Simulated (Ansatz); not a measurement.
A periodic structure is given below.

```
CELL_PARAMETERS angstrom
5.51313 0.00000 0.00000
0.00000 5.51313 0.00000
0.00000 0.00000 3.24879
ATOMIC_POSITIONS crystal
Zn 0.18179 0.18179 0.50000
Zn 0.81821 0.81821 0.50000
Zn 0.68179 0.31821 0.00000
Zn 0.31821 0.68179 0.00000
O 0.81748 0.18252 0.50000
O 0.18252 0.81748 0.50000
O 0.68252 0.68252 0.00000
O 0.31748 0.31748 0.00000
```

Describe what this structure looks like.

Answer. Chemical formula ZnO. The structure has P4_2/mnm (No. 136) symmetry and a primitive tetragonal lattice. With Z = 4, the cell contains 4 Zn, 4 O. About every Zn there are four O in a distorted tetrahedral arrangement at 1.94 to 2.01 Å. Around each O lie four Zn in a distorted tetrahedral arrangement at 1.94 to 2.01 Å. The bonds build a three-dimensional framework.

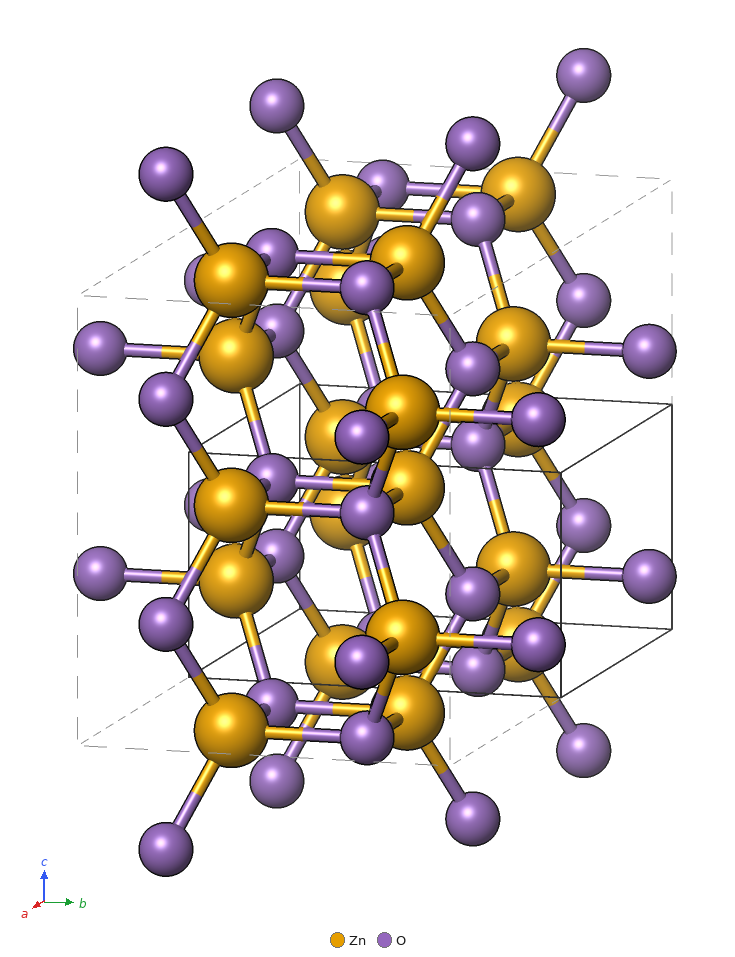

View slightly off an axis, drawn as a ball-and-stick model. A block of 2×1×2 cells is shown, with one conventional unit cell in solid outline. Some neighbours outside the box are added. Colours: zinc orange, oxygen purple.

Source of the structure: a structure listed in the Materials Project. This is the structure after a relaxation with DFT, r2SCAN, plane waves, PAW (Ansatz 0.2.0).
